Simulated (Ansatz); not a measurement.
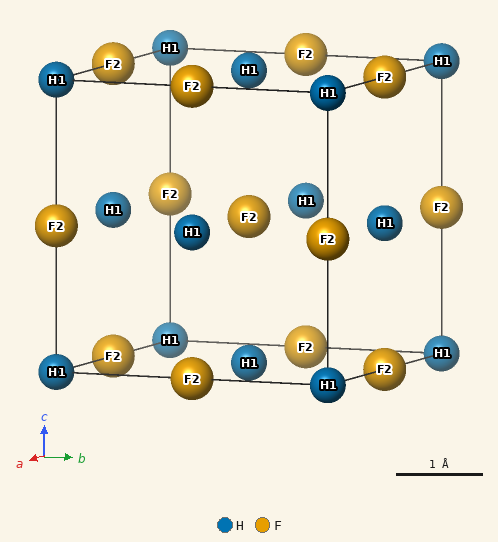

The structure as given in the input (ball-and-stick view of the cell 4 times as large as that of the calculation, set on its symmetry axes, seen slightly off an axis; atoms are numbered from 1 in the order of the input).

**Run report: HF, band-structure calculation**

- system: HF (2 atoms in the cell)
- method: DFT, r2SCAN+rVV10, plane waves, PAW, no spin polarisation (Ansatz 0.2.0)

The structure was built on a prototype by a generator. The geometry comes from this level: r2scan-rvv10. Figures and captions count atoms from 1; the log counts them from 0 in places.

What the program printed:
```
scf.n_extra_bands = 4 over 4 filled bands (N_el = 8.0): the run solves 8 bands
Engine: ansatz 0.2.0, aarch64-unknown-linux-gnu
Pseudopotentials: kind: paw
Pseudopotential: H, paw, valence charge 1, recommended cutoff 500 eV (meta_gga), H.paw.azcp
Pseudopotential: F, paw, valence charge 7, recommended cutoff 500 eV (meta_gga), F.paw.azcp
Functional definition: r2SCAN+rVV10
  parameter k0 = 0.174
  parameter k1 = 0.065
  parameter a1 = 4.9479
  exchange = r2scan_x(k0 = k0, k1 = k1, a1 = a1)
  correlation = r2scan_c + rvv10(11.95, 0.0093)
Crystal: 2 atoms, lattice volume = 10.171 Å³
Basis set: ecut = 500 eV, 259 PW (Γ), exchange–correlation on 80×80×80 points (64 copies of the dense FFT grid, shifted against one another)
Bands: 8, of which v1, the nominal top of the filled ones, is band 4 counted from 1 (3 counted from 0)
Symmetry: 48 space group operations
Space group: Fm-3m (ITA 225), of the structure as read, at distance tolerance 2.2e-5 Å
k-points: 104 of 2744
Non-local potential: H, projectors of the file, l = 0: 2, l = 1: 1
Non-local potential: F, projectors of the file, l = 0: 2, l = 1: 2, l = 2: 1
PAW form: soft (Blöchl's): semilocal exchange-correlation on the pseudo side does not see the compensation charge
rVV10 density: all electrons in the spheres
PAW frozen core: F, regenerated for the run's functional (the file was generated under x = pbe(κ = 0.804, μ = 0.2195149727645171), c = pbe(β = 0.06672455060314922))
PAW one-centre angular grid: H, 302 points (default); XC on 160 Gauss nodes
PAW one-centre angular grid: F, 302 points (default); XC on 160 Gauss nodes
Initial density: superposition of atomic densities (neutral atoms: chi_scale 0, normalization atom), corrected by the library's trained network
Initial wavefunctions: pseudopotential atomic-orbital guess
Functional: x = r2scan, c = r2scan + rvv10(b = 11.95, C = 0.0093); τ floored in thin density (d = 2e-4 eV/Å³)
SCF iter   1: F=—  HF=-823.189865 eV  |F-HF|=—  |Δ(HF+E_count)|=         —  Δρ=2.55e-2  dr2=4.96e-2  dr2_τ=3.47e-2  ethr=1.77e-3  ⟨swp⟩=5.8  Hψ=5578  notcnv=0
preconditioner: auto → none  [insulator: Δε(μ)=4.009 eV  Ē_g=28.458 eV  σ=0.030 eV  W_gap=1.00  n_scr=0 (ndim 8)  ℏωp=32.9 eV  f_vac=0.000  D(μ)=0.00/eV (n_scr^D=0)  ε∞_Penn≈2.3]
SCF iter   2: F=—  HF=-823.194678 eV  |F-HF|=—  |Δ(HF+E_count)|=   4.81e-3  Δρ=1.25e-2  dr2=5.67e-3  dr2_τ=1.69e-3  ethr=6.20e-4  ⟨swp⟩=2.4  Hψ=2426  notcnv=0
SCF iter   3: F=—  HF=-823.193784 eV  |F-HF|=—  |Δ(HF+E_count)|=   8.94e-4  Δρ=4.01e-3  dr2=4.89e-4  dr2_τ=1.33e-4  ethr=7.09e-5  ⟨swp⟩=2.9  Hψ=1644  notcnv=0
SCF iter   4: F=—  HF=-823.196608 eV  |F-HF|=—  |Δ(HF+E_count)|=   2.82e-3  Δρ=2.51e-4  dr2=1.88e-6  dr2_τ=4.00e-7  ethr=6.11e-6  ⟨swp⟩=2.0  Hψ=1563  notcnv=0
SCF iter   5: F=—  HF=-823.196614 eV  |F-HF|=—  |Δ(HF+E_count)|=   5.52e-6  Δρ=4.86e-5  dr2=5.43e-8  dr2_τ=2.31e-8  ethr=2.35e-8  ⟨swp⟩=2.0  Hψ=1221  notcnv=0
SCF iter   6: F=-823.196614 eV  HF=-823.196614 eV  |F-HF|=4.75e-9  |Δ(HF+E_count)|=   2.29e-7  Δρ=7.34e-6  dr2=1.05e-9  dr2_τ=2.03e-10  ethr=6.79e-10  ⟨swp⟩=1.4  Hψ=2565  notcnv=0
SCF 1 converged in 6 iterations: F = -823.196614 eV  dr2 = 1.05e-9
  greatest PAW one-centre occupation: 0.938 electrons in one spin orbital (limit 2), on the F atom at site 1 (counted from 0), in its partial waves of l = 0
```

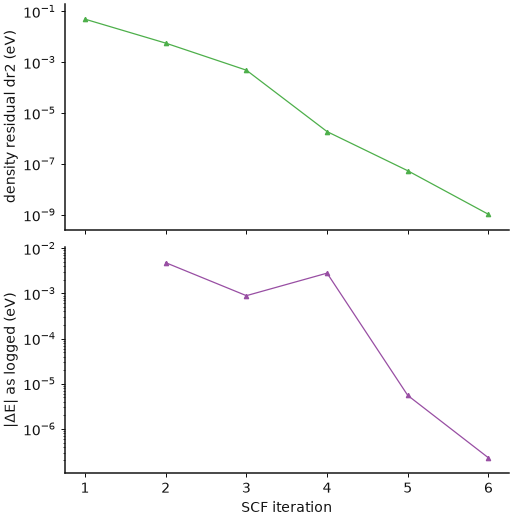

Convergence of the self-consistent field: density residual dr2 and size of the energy change against the SCF iteration. The residual falls at every step.

```
NSCF: frozen V_eff on 6 k-points
SCF converged after 6 iterations
Free energy (F): -823.196614 eV
Harris-Foulkes:  -823.196614 eV  (|F-HF|=4.75e-9)
Internal energy: -823.196614 eV  (E = F + TS)
E sigma→0 (E₀):  -823.196614 eV
Fermi energy:    4.609632 eV
--- Per-component energies (eV) ---
  E_band       = -38.488475
  E_kinetic    = 217.565514
  E_local      = -483.575080  (includes V_loc(G=0)·N_el)
  E_nonlocal   = 73.725357
  E_hartree    = 170.418751
  E_xc         = -86.572980
  E_vxc        = -126.705732  (∫ρ·V_xc dr)
  E_paw        = -202.900788  (= ΣΔE_a)
  E_vpaw       = -69.202571  (= ΣTr[D̂ρ^β])
  E_aug_tail   = 0.000567  (compensation charges beyond the density's cutoff)
  E_vtau       = 8.865698  (kinetic-family band-sum trace: ∫τ·v_τ [+ j·A + Jᵃ·Aᵃ] dr)
  E_ewald      = -511.826564
  E_core_change = -0.031392  (= ΣΔE_core)
  E_smearing   = -0.000000  (= −TS)
  E_closure    = 0.000000  (closes the sum)
  Σ components = -823.196614   (vs F -823.196614, Δ=0.00e0)
--- Forces (eV/Å), atoms counted from 1 ---
  atom   1  H     -0.00000000     0.00000000     0.00000000
  atom   2  F      0.00000000    -0.00000000    -0.00000000
  max |Σ_I F_I| component: 2.70e-29 eV/Å
--- Stress (GPa, compression-positive) ---
        0.005114       0.000000       0.000000
       -0.000000       0.005114      -0.000000
        0.000000      -0.000000       0.005114
  P = ⅓ Tr σ = 0.0051 GPa (0.051 kbar)
--- Band table (eV; the first three rows and the last of 104) ---
  k-point 0: bands = ["-21.5056", "2.7044", "2.7044", "2.7044", "6.4395", "34.3317", "35.4871", "35.4871"]
  k-point 1: bands = ["-21.4142", "2.0292", "2.6803", "2.6803", "7.0504", "32.7178", "34.2726", "35.4575"]
  k-point 2: bands = ["-21.1499", "0.6486", "2.6136", "2.6136", "8.2492", "29.4448", "33.3672", "35.0177"]
  k-point 103: bands = ["-18.6224", "-1.1560", "-0.6249", "-0.4350", "9.3211", "25.1490", "25.5038", "30.6315"]
```

File bands.tsv:
```
# k_distance	band_0	band_1	band_2	band_3	band_4	band_5	band_6	band_7
# fermi_ev = 4.609632
# lock_threshold_ev = 1e-6
# [0, 0, 0] at k_distance = 0.000000
# [0.5, 0, 0.5] at k_distance = 1.826851
# [0.625, 0.25, 0.625] at k_distance = 2.472741
# [0.375, 0.375, 0.75] at k_distance = 3.591454
# [0.5, 0.5, 0.5] at k_distance = 4.710167
# [0.5, 0.25, 0.75] at k_distance = 6.001946
# levels_relative_to = fermi_ev
# free_energy_ev = -823.196614
# largest_residual_norms_ev = 3.747e-4 3.531e-4 3.853e-4 6.098e-4 1.501e-4 7.731e-4 1.246e-3 1.779e-3
0.000000	-26.115207	-1.905269	-1.905269	-1.905269	1.829853	29.722048	30.877496	30.877496
1.826851	-23.303249	-6.896301	-3.609151	-3.609151	1.859582	19.846852	21.489512	30.074237
2.472741	-23.297736	-6.219540	-6.094882	-3.191873	4.418959	19.565548	21.135449	28.654550
3.591454	-23.297736	-6.219540	-6.094882	-3.191873	4.418959	19.565548	21.135449	28.654550
4.710167	-23.865256	-9.267035	-2.362311	-2.362311	8.067580	15.430892	26.279436	26.279436
6.001946	-23.228299	-5.412986	-5.412986	-5.298326	4.848329	20.718738	20.718738	25.832336
```

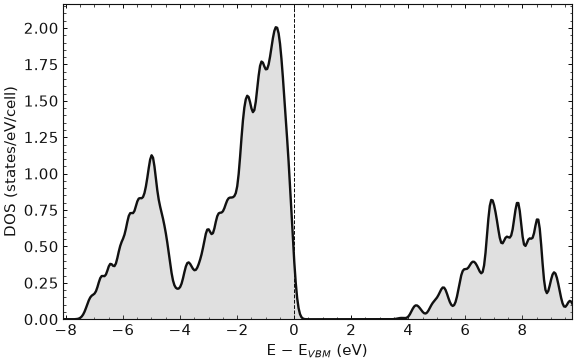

Density of states (the curve is built from the levels of the k mesh with Gaussians 0.3 eV wide, which also blur the band edges), with energies from the valence-band top. There is a gap of 3.74 eV on the k-point mesh. Small ripples come from the finite k-point mesh.

This output came from the following input.

Input file:
```yaml
crystal:
  lattice:
    - [0.0, 1.7196763548, 1.7196763548]
    - [1.7196763548, 0.0, 1.7196763548]
    - [1.7196763548, 1.7196763548, 0.0]
  atoms:
    - { symbol: H, position: [0.0, 0.0, 0.0] }
    - { symbol: F, position: [0.5, 0.5, 0.5] }
kpoints:
  mp_grid: { grid: [14, 14, 14] }
  band_path:
    path:
      - [0.0, 0.0, 0.0]
      - [0.5, 0.0, 0.5]
      - [0.625, 0.25, 0.625]
      - [0.375, 0.375, 0.75]
      - [0.5, 0.5, 0.5]
      - [0.5, 0.25, 0.75]
    npoints: 1
hamiltonian:
  xc: r2scan
  dispersion: rvv10
scf:
  occupations: { method: fermi_dirac, width: 0.03 }
  n_extra_bands: 4
output:
  forces: true
  stress: true
  eigenvalues: true
```

Launched with:
```bash
ansatz run input.yaml --threads 2 --pin off --max-ram 2211MiB --backend cpu --events-out ev --progress --plain --runs-dir out
```

Summary:

| quantity | value |
| --- | --- |
| outcome | converged |
| space group (tolerance 0.01 Å) | Fm-3m (225) |
| electrons treated | 8 |
| free energy | −823.1966 eV |
| Fermi energy | 4.610 eV |
| gap on the k-point mesh | 3.74 eV |
| pressure | 0.01 GPa |
| largest force (length of the vector) | under 0.001 eV/Å |
| hardware | 2 threads of Arm Neoverse V1, 24 GiB of memory available, shared host |
| wall time | 1.4 s (CPU time 2.5 s) |
| peak memory | 0.29 GiB |
